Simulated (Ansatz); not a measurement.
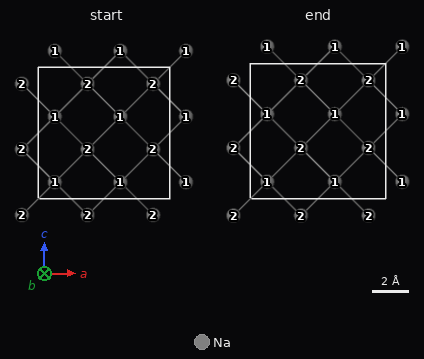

The structure of crystalline Na (a generated structure, set up in Fd-3m) before (left) and after (right) a relaxation, at one scale.

A ball-and-stick model of the conventional cell (4 times the calculation's cell), seen along the b axis. Lengths and directions refer to the drawn axes.

Phase: diamond.

Level of theory: DFT, r2SCAN, plane waves (500 eV) with PAW, scalar-relativistic (Ansatz 0.2.0).

The input:
```yaml
crystal:
  lattice:
    - [0.0, 3.7061924832, 3.7061924832]
    - [3.7061924832, 0.0, 3.7061924832]
    - [3.7061924832, 3.7061924832, 0.0]
  atoms:
    - { symbol: Na, position: [0.125, 0.125, 0.125] }
    - { symbol: Na, position: [0.875, 0.875, 0.875] }
hamiltonian:
  xc: r2scan
  pseudopotentials:
    kind: paw
    azcp:
      Na: "pseudopotentials/Na.paw.azcp"
basis:
  ecutwfc: 500
  fft_grid_basis: typed
kpoints:
  mp_grid: { grid: [8, 8, 8], shift: [0, 0, 0] }
magnetization:
  spin_polarized: false
scf:
  occupations: { method: fermi_dirac, width: 0.1 }
relax:
  max_steps: 60
  f_tol: 0.01
  cell: {}
```

Run as
```bash
ansatz run input.yaml --threads 1 --pin off --max-ram 3584MiB --backend cpu --events-out ev --progress --plain --runs-dir out
```

**Summarise the run.**

Over 2 accepted moves (3 points after the start) the energy falls by 6.4 meV per cell of the calculation. All forces vanish by symmetry, so only the cell relaxes. The pressure goes from 0.22 to 0.00 GPa. The SCF was repeated once at an unchanged geometry on a basis and grid sized afresh for the cell, which shifted the energy by 0.5 meV per cell of the calculation at most. No atom moves by more than 0.005 Å relative to the cell. The volume changes by +9.1 %, with a = b = c 7.412 → 7.630 Å (+2.9 %). Among the contacts that change: Na1–Na2 3.210 → 3.304 Å. The space group stays Fd-3m (No. 227).
